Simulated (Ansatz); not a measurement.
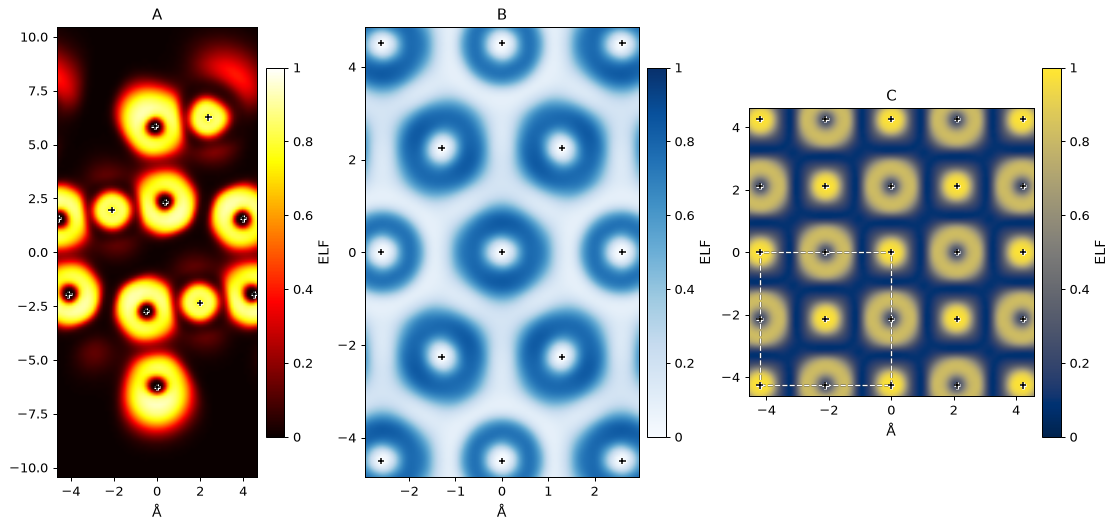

The electron localisation function of 3 systems, each on a plane through atoms (crosses mark nuclei in the plane).

The calculation used DFT PBEsol, scalar-relativistic, plane waves, PAW (Ansatz).

System 1: CoO, the (11̄0) plane of the conventional cell. Space group I4/mmm; computed pressure about −9 GPa in this cell; spin-polarised.

System 2: HfS2 (slab), the (100) plane of the calculation cell, a cut from vacuum to vacuum. Not relaxed (largest force 1.8 eV/Å).

```
CELL_PARAMETERS angstrom
3.59226 0.00000 0.00000
0.00000 8.60649 0.00000
0.00000 0.00000 27.51160
ATOMIC_POSITIONS crystal
S 0.00000 0.29059 0.27261
S 0.50000 0.97073 0.32276
Hf 0.50000 0.26132 0.33675
S 0.50000 0.55191 0.35074
S 0.00000 0.23205 0.40089
Hf 0.00000 0.52264 0.41488
S 0.00000 0.81323 0.42887
S 0.50000 0.49337 0.47901
Hf 0.50000 0.78396 0.49300
S 0.50000 0.07455 0.50700
S 0.00000 0.75469 0.55714
Hf 0.00000 0.04528 0.57113
S 0.00000 0.33588 0.58512
S 0.50000 0.01601 0.63527
Hf 0.50000 0.30660 0.64926
S 0.50000 0.59720 0.66325
S 0.00000 0.27733 0.71340
Hf 0.00000 0.56792 0.72739
```

System 3: TaN, the (001) plane of the conventional cell. Space group P6/mmm.

```
CELL_PARAMETERS angstrom
5.20509 0.00000 0.00000
-2.60254 4.50774 0.00000
0.00000 0.00000 2.90359
ATOMIC_POSITIONS crystal
Ta 0.00000 0.00000 0.00000
Ta 0.33333 0.66667 0.50000
Ta 0.66667 0.33333 0.50000
N 0.50000 0.00000 0.00000
N 0.50000 0.50000 0.00000
N 0.00000 0.50000 0.00000
```

Question: Which map belongs to which system?

Answer: Panel A is system 2, HfS2: the plane holds S and Hf. Hf–S (2.53 Å): the ELF peaks at about 0.85 in the valence shell of S, 0.9 Å from its nucleus, and is about 0.40 at the midpoint. Panel B is system 3, TaN: the plane holds Ta and N. Panel C is system 1, CoO: the plane holds Co and O. Co–O (2.11 Å): the ELF peaks at about 0.80 in the valence shell of O, 0.6 Å from its nucleus, and is about 0.15 at the midpoint; no shared electron pair shows on this line.
